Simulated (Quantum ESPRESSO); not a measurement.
Band-structure run of WS2 (part 1 of 2)

WS2 (P-6m2, 3 atoms in the cell), computed with Kohn-Sham DFT of a periodic cell, PBE, PseudoDojo 0.4.1 SR PBE standard, no spin polarisation (Quantum ESPRESSO 7.5).

The structure derives from a Materials Project entry.

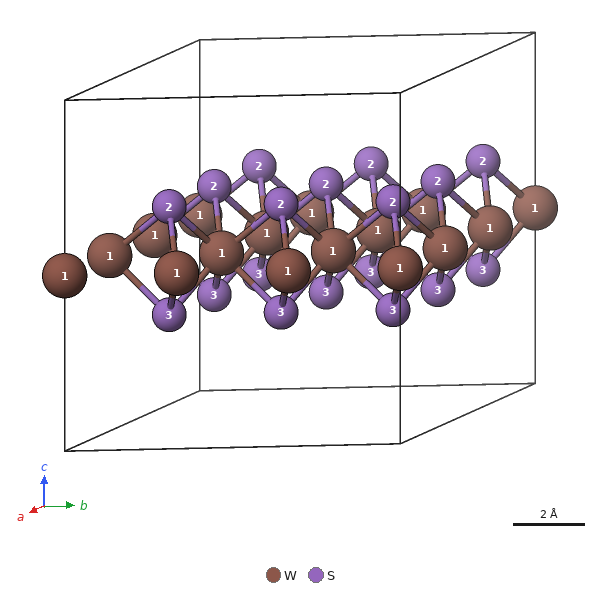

Figure 1. The structure as given in the input (ball-and-stick view of the 3 × 3 repeat of the cell, with the vacuum cut short, seen slightly off an axis; atoms are numbered from 1 in the order of the input).

### Key numbers

```tsv
quantity	value
outcome	converged
space group (tolerance 0.01 Å)	P-6m2 (187)
electrons treated	26
free energy	−2667.1887 eV
Fermi energy of the self-consistent step	1.264 eV
gap on the k-point mesh	1.99 eV
gap on the band path	1.79 eV
pressure	0.58 GPa
largest force (length of the vector)	0.263 eV/Å
hardware	1 thread of Arm Neoverse V2, 24 GiB of memory available, shared host
wall time	4.4 min
peak memory	0.27 GiB
```

### Remarks

Further notes kept with the run: eigenvalues not converged. Notes on the run: negative rho. Spin–orbit coupling is left out, which matters for W.

### Input file
```
&CONTROL
  calculation = 'scf'
  prefix = 'pwscf'
  outdir = './tmp'
  pseudo_dir = './pseudo'
  tprnfor = .true.
  tstress = .true.
  disk_io = 'low'
/
&SYSTEM
  ibrav = 0
  nat = 3
  ntyp = 2
  ecutwfc = 74
  nbnd = 20
  occupations = 'smearing'
  smearing = 'fd'
  degauss = 0.00367493
/
&ELECTRONS
  conv_thr = 6d-10
  electron_maxstep = 120
  mixing_beta = 0.5
/
ATOMIC_SPECIES
W    183.8400 W.upf
S     32.0600 S.upf
CELL_PARAMETERS angstrom
   3.1835163552    0.0000000000    0.0000000000
  -1.5917581776    2.7570060369    0.0000000000
   0.0000000000    0.0000000000   16.9505778900
ATOMIC_POSITIONS angstrom
W      0.0000000000    0.0000000000    0.0000000000
S     -0.0000000002    1.8380040247    1.5594618107
S     -0.0000000002    1.8380040247   15.3911160793
K_POINTS automatic
10 10 2 0 0 0
```

### File bands.in
```
&CONTROL
  calculation = 'bands'
  prefix = 'pwscf'
  outdir = './tmp'
  pseudo_dir = './pseudo'
  disk_io = 'low'
  verbosity = 'high'
/
&SYSTEM
  ibrav = 0
  nat = 3
  ntyp = 2
  ecutwfc = 74
  nbnd = 20
  occupations = 'smearing'
  smearing = 'fd'
  degauss = 0.00367493
/
&ELECTRONS
  conv_thr = 1d-08
  electron_maxstep = 120
  mixing_beta = 0.5
  diago_full_acc = .true.
/
ATOMIC_SPECIES
W    183.8400 W.upf
S     32.0600 S.upf
CELL_PARAMETERS angstrom
   3.1835163552    0.0000000000    0.0000000000
  -1.5917581776    2.7570060369    0.0000000000
   0.0000000000    0.0000000000   16.9505778900
ATOMIC_POSITIONS angstrom
W      0.0000000000    0.0000000000    0.0000000000
S     -0.0000000002    1.8380040247    1.5594618107
S     -0.0000000002    1.8380040247   15.3911160793
K_POINTS crystal
60
 0.0000000000  0.0000000000  0.0000000000 1
 0.0555555556  0.0000000000  0.0000000000 1
 0.1111111111  0.0000000000  0.0000000000 1
 0.1666666667  0.0000000000  0.0000000000 1
 0.2222222222  0.0000000000  0.0000000000 1
 0.2777777778  0.0000000000  0.0000000000 1
 0.3333333333  0.0000000000  0.0000000000 1
 0.3888888889  0.0000000000  0.0000000000 1
 0.4444444444  0.0000000000  0.0000000000 1
 0.5000000000  0.0000000000  0.0000000000 1
 0.4666666667  0.0666666667  0.0000000000 1
 0.4333333333  0.1333333333  0.0000000000 1
 0.4000000000  0.2000000000  0.0000000000 1
 0.3666666667  0.2666666667  0.0000000000 1
 0.3333333333  0.3333333333  0.0000000000 1
 0.3030303030  0.3030303030  0.0000000000 1
 0.2727272727  0.2727272727  0.0000000000 1
 0.2424242424  0.2424242424  0.0000000000 1
 0.2121212121  0.2121212121  0.0000000000 1
 0.1818181818  0.1818181818  0.0000000000 1
 0.1515151515  0.1515151515  0.0000000000 1
 0.1212121212  0.1212121212  0.0000000000 1
 0.0909090909  0.0909090909  0.0000000000 1
 0.0606060606  0.0606060606  0.0000000000 1
 0.0303030303  0.0303030303  0.0000000000 1
 0.0000000000  0.0000000000  0.0000000000 1
 0.0000000000  0.0000000000  0.5000000000 1
 0.0500000000  0.0000000000  0.5000000000 1
 0.1000000000  0.0000000000  0.5000000000 1
 0.1500000000  0.0000000000  0.5000000000 1
 0.2000000000  0.0000000000  0.5000000000 1
 0.2500000000  0.0000000000  0.5000000000 1
 0.3000000000  0.0000000000  0.5000000000 1
 0.3500000000  0.0000000000  0.5000000000 1
 0.4000000000  0.0000000000  0.5000000000 1
 0.4500000000  0.0000000000  0.5000000000 1
 0.5000000000  0.0000000000  0.5000000000 1
 0.4722222222  0.0555555556  0.5000000000 1
 0.4444444444  0.1111111111  0.5000000000 1
 0.4166666667  0.1666666667  0.5000000000 1
 0.3888888889  0.2222222222  0.5000000000 1
 0.3611111111  0.2777777778  0.5000000000 1
 0.3333333333  0.3333333333  0.5000000000 1
 0.3076923077  0.3076923077  0.5000000000 1
 0.2820512821  0.2820512821  0.5000000000 1
 0.2564102564  0.2564102564  0.5000000000 1
 0.2307692308  0.2307692308  0.5000000000 1
 0.2051282051  0.2051282051  0.5000000000 1
 0.1794871795  0.1794871795  0.5000000000 1
 0.1538461538  0.1538461538  0.5000000000 1
 0.1282051282  0.1282051282  0.5000000000 1
 0.1025641026  0.1025641026  0.5000000000 1
 0.0769230769  0.0769230769  0.5000000000 1
 0.0512820513  0.0512820513  0.5000000000 1
 0.0256410256  0.0256410256  0.5000000000 1
 0.0000000000  0.0000000000  0.5000000000 1
 0.5000000000  0.0000000000  0.5000000000 1
 0.5000000000  0.0000000000  0.0000000000 1
 0.3333333333  0.3333333333  0.0000000000 1
 0.3333333333  0.3333333333  0.5000000000 1
```

Launch command:
```bash
OMP_NUM_THREADS=1 pw.x -in pw.in > pw.out
OMP_NUM_THREADS=1 pw.x -in bands.in > bands.out
```

### What the program printed
```
This program is part of the open-source Quantum ESPRESSO suite
     for quantum simulation of materials; please cite
         "P. Giannozzi et al., J. Phys.:Condens. Matter 21 395502 (2009);
         "P. Giannozzi et al., J. Phys.:Condens. Matter 29 465901 (2017);
         "P. Giannozzi et al., J. Chem. Phys. 152 154105 (2020);
          URL
     in publications or presentations arising from this work. More details at

     Message from routine setup:
     using ibrav=0 with symmetry is DISCOURAGED, use correct ibrav instead

     G-vector sticks info
     --------------------
     sticks:   dense  smooth     PW     G-vecs:    dense   smooth      PW
     Sum         745     745    211                86539    86539   13433

     Using Slab Decomposition

     bravais-lattice index     =            0
     lattice parameter (alat)  =       6.0160  a.u.
     unit-cell volume          =    1003.9820 (a.u.)^3
     number of atoms/cell      =            3
     number of atomic types    =            2
     number of electrons       =        26.00
     number of Kohn-Sham states=           20
     kinetic-energy cutoff     =      74.0000  Ry
     charge density cutoff     =     296.0000  Ry
     scf convergence threshold =      6.0E-10
     mixing beta               =       0.5000
     number of iterations used =            8  plain     mixing
     Exchange-correlation= PBE
                           (   1   4   3   4   0   0   0)

     celldm(1)=   6.015974  celldm(2)=   0.000000  celldm(3)=   0.000000
     celldm(4)=   0.000000  celldm(5)=   0.000000  celldm(6)=   0.000000

     crystal axes: (cart. coord. in units of alat)
               a(1) = (   1.000000   0.000000   0.000000 )
               a(2) = (  -0.500000   0.866025   0.000000 )
               a(3) = (   0.000000   0.000000   5.324483 )

     reciprocal axes: (cart. coord. in units 2 pi/alat)
               b(1) = (  1.000000  0.577350 -0.000000 )
               b(2) = (  0.000000  1.154701  0.000000 )
               b(3) = (  0.000000 -0.000000  0.187812 )

     PseudoPot. # 1 for W  read from file:
     W.upf
     Pseudo is Norm-conserving + core correction, Zval = 14.0
     Generated using ONCVPSP code by D. R. Hamann
     Using radial grid of 1396 points,  8 beta functions with:
                l(1) =   0
                l(2) =   0
                l(3) =   1
                l(4) =   1
                l(5) =   2
                l(6) =   2
                l(7) =   3
                l(8) =   3

     PseudoPot. # 2 for S  read from file:
     S.upf
     Pseudo is Norm-conserving + core correction, Zval =  6.0
     Generated using ONCVPSP code by D. R. Hamann
     Using radial grid of 1146 points,  6 beta functions with:
                l(1) =   0
                l(2) =   0
                l(3) =   1
                l(4) =   1
                l(5) =   2
                l(6) =   2

     atomic species   valence    mass     pseudopotential
     W                14.00   183.84000     W ( 1.00)
     S                 6.00    32.06000     S ( 1.00)

     12 Sym. Ops. (no inversion) found

   Cartesian axes

     site n.     atom                  positions (alat units)
         1        W      tau(   1) = (   0.0000000   0.0000000   0.0000000  )
         2        S      tau(   2) = (  -0.0000000   0.5773503   0.4898551  )
         3        S      tau(   3) = (  -0.0000000   0.5773503   4.8346276  )

     number of k points=    28  Fermi-Dirac smearing, width (Ry)=  0.0037
                       cart. coord. in units 2pi/alat
        k(    1) = (   0.0000000   0.0000000   0.0000000), wk =   0.0100000
        k(    2) = (   0.0000000   0.0000000  -0.0939058), wk =   0.0100000
        k(    3) = (   0.0000000   0.1154701   0.0000000), wk =   0.0600000
        k(    4) = (   0.0000000   0.1154701  -0.0939058), wk =   0.0600000
        k(    5) = (   0.0000000   0.2309401   0.0000000), wk =   0.0600000
        k(    6) = (   0.0000000   0.2309401  -0.0939058), wk =   0.0600000
        k(    7) = (   0.0000000   0.3464102   0.0000000), wk =   0.0600000
        k(    8) = (   0.0000000   0.3464102  -0.0939058), wk =   0.0600000
        k(    9) = (   0.0000000   0.4618802   0.0000000), wk =   0.0600000
        k(   10) = (   0.0000000   0.4618802  -0.0939058), wk =   0.0600000
        k(   11) = (   0.0000000  -0.5773503   0.0000000), wk =   0.0300000
        k(   12) = (   0.0000000  -0.5773503  -0.0939058), wk =   0.0300000
        k(   13) = (   0.1000000   0.1732051   0.0000000), wk =   0.0600000
        k(   14) = (   0.1000000   0.1732051  -0.0939058), wk =   0.0600000
        k(   15) = (   0.1000000   0.2886751   0.0000000), wk =   0.1200000
        k(   16) = (   0.1000000   0.2886751  -0.0939058), wk =   0.1200000
        k(   17) = (   0.1000000   0.4041452   0.0000000), wk =   0.1200000
        k(   18) = (   0.1000000   0.4041452  -0.0939058), wk =   0.1200000
        k(   19) = (   0.1000000   0.5196152   0.0000000), wk =   0.1200000
        k(   20) = (   0.1000000   0.5196152  -0.0939058), wk =   0.1200000
        k(   21) = (   0.2000000   0.3464102   0.0000000), wk =   0.0600000
        k(   22) = (   0.2000000   0.3464102  -0.0939058), wk =   0.0600000
        k(   23) = (   0.2000000   0.4618802   0.0000000), wk =   0.1200000
        k(   24) = (   0.2000000   0.4618802  -0.0939058), wk =   0.1200000
        k(   25) = (   0.2000000   0.5773503   0.0000000), wk =   0.0600000
        k(   26) = (   0.2000000   0.5773503  -0.0939058), wk =   0.0600000
        k(   27) = (   0.3000000   0.5196152   0.0000000), wk =   0.0600000
        k(   28) = (   0.3000000   0.5196152  -0.0939058), wk =   0.0600000

     Dense  grid:    86539 G-vectors     FFT dimensions: (  36,  36, 180)

     Initial potential from superposition of free atoms

     starting charge      25.9994, renormalised to      26.0000

     negative rho (up, down):  1.929E-05 0.000E+00
     Starting wfcs are   18 randomized atomic wfcs +    2 random wfcs

     Self-consistent Calculation

     iteration #  1     ecut=    74.00 Ry     beta= 0.50
     Davidson diagonalization with overlap
     ethr =  1.00E-02,  avg # of iterations =  6.5

     Threshold (ethr) on eigenvalues was too large:
     Diagonalizing with lowered threshold

     Davidson diagonalization with overlap
     ethr =  3.23E-04,  avg # of iterations =  4.4

     negative rho (up, down):  7.527E-06 0.000E+00

     total energy              =    -196.01674615 Ry
     estimated scf accuracy    <       0.09416366 Ry

     iteration #  2     ecut=    74.00 Ry     beta= 0.50
     Davidson diagonalization with overlap
     ethr =  3.62E-04,  avg # of iterations =  2.4

     negative rho (up, down):  3.496E-06 0.000E+00

     total energy              =    -196.02778638 Ry
     estimated scf accuracy    <       0.02048223 Ry

     iteration #  3     ecut=    74.00 Ry     beta= 0.50
     Davidson diagonalization with overlap
     ethr =  7.88E-05,  avg # of iterations =  6.5

     negative rho (up, down):  1.746E-06 0.000E+00

     total energy              =    -196.03083655 Ry
     estimated scf accuracy    <       0.02717523 Ry

     iteration #  4     ecut=    74.00 Ry     beta= 0.50
     Davidson diagonalization with overlap
     ethr =  7.88E-05,  avg # of iterations =  2.0

     negative rho (up, down):  2.913E-08 0.000E+00

     total energy              =    -196.03465484 Ry
     estimated scf accuracy    <       0.00070741 Ry

     iteration #  5     ecut=    74.00 Ry     beta= 0.50
     Davidson diagonalization with overlap
     ethr =  2.72E-06,  avg # of iterations =  6.5

     total energy              =    -196.03473518 Ry
     estimated scf accuracy    <       0.00008698 Ry

     iteration #  6     ecut=    74.00 Ry     beta= 0.50
     Davidson diagonalization with overlap
     ethr =  3.35E-07,  avg # of iterations =  2.3

     total energy              =    -196.03475150 Ry
     estimated scf accuracy    <       0.00000319 Ry
```
